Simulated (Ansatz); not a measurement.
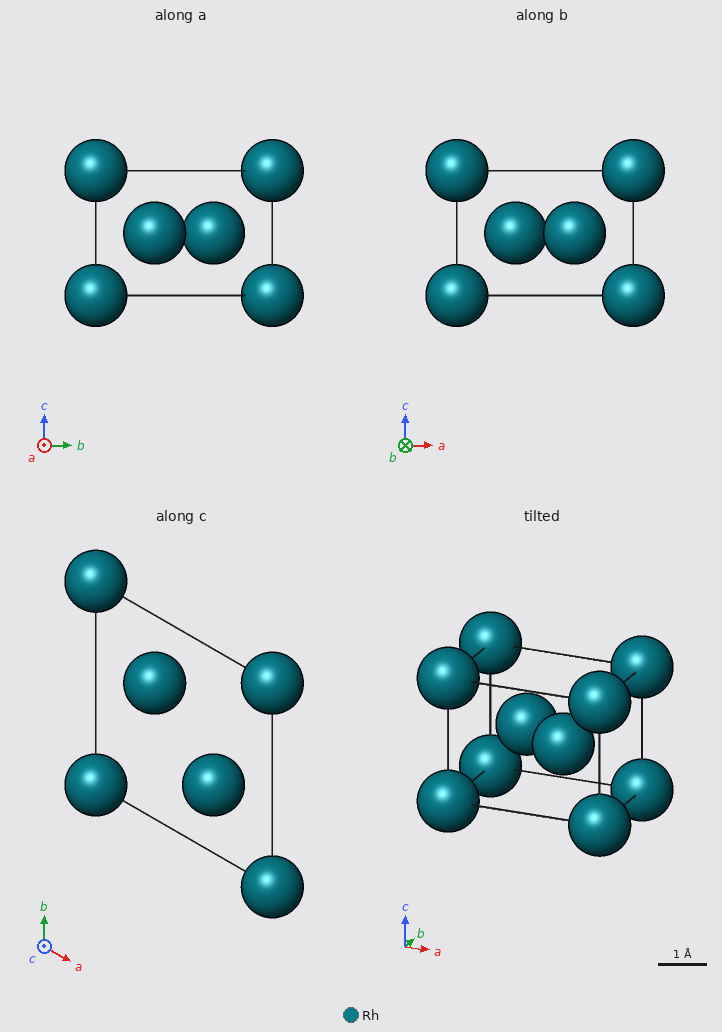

Drawn in the spheres-only manner and seen along the a axis, along the b axis, along the c axis and slightly off an axis. One conventional unit cell is outlined, and atoms on its boundary appear in each equivalent place.

Lattice parameters: a = 4.251 Å, b = 4.251 Å, c = 2.606 Å, α = 90.00°, β = 90.00°, γ = 120.00°. Put a along x and b in the xy plane.

### Record the structure as a POSCAR file.

```
Rh
1.0
     4.251    0.000    0.000
    -2.126    3.682    0.000
     0.000    0.000    2.606
Rh
3
Direct
  0.0000 0.0000 0.0000
  0.3333 0.6667 0.5000
  0.6667 0.3333 0.5000
```

Its origin is a structure type filled with this element by a generator (whether the element takes this form wasn't checked). Earlier steps of the study may have refined or changed the cell and positions. It was run through Ansatz as a DFT input.
